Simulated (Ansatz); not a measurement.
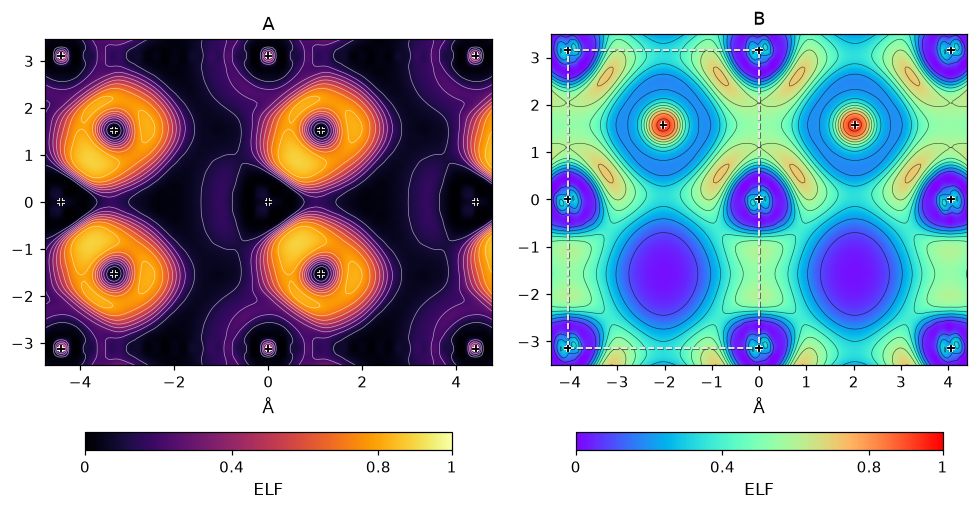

The ELF of 2 systems, each on a plane through atoms (crosses mark nuclei in the plane).

All numbers below come from DFT PBEsol, scalar-relativistic, plane waves, PAW (Ansatz).

System 1: Al2Cu, the (010) plane of the conventional cell. Space group I4/mmm; a structure from a database of computed crystals, not necessarily the ambient phase; changed on purpose from its base cell (strain +0.1000 x Voigt [0, 0, 1, 0, 0, 0], atoms carried along); computed pressure about −8 GPa in this cell; computed without spin polarisation.

```xyz
6
Lattice="4.0493 0.0000 0.0000 0.0000 4.0493 0.0000 0.0000 0.0000 6.2986" Properties=species:S:1:pos:R:3 pbc="T T T"
Al    0.0000    2.0246    1.5747
Al    2.0246    0.0000    4.7240
Al    2.0246    0.0000    1.5747
Al    0.0000    2.0246    4.7240
Cu    0.0000    0.0000    3.1493
Cu    2.0246    2.0246    0.0000
```

System 2: Al3GaN4, the (11̄0) plane of the conventional cell. Space group P-43m; a structure from a database of computed crystals, not necessarily the ambient phase.

Q: Match each panel to its system.

A: Panel A is system 2, Al3GaN4: the plane holds Al, Ga and N. Al–N (1.90 Å): the ELF peaks at about 0.90 between the atoms; a polar covalent bond. Panel B is system 1, Al2Cu: the plane holds Al and Cu. Al–Cu (2.56 Å): the ELF is about 0.50 at the midpoint.
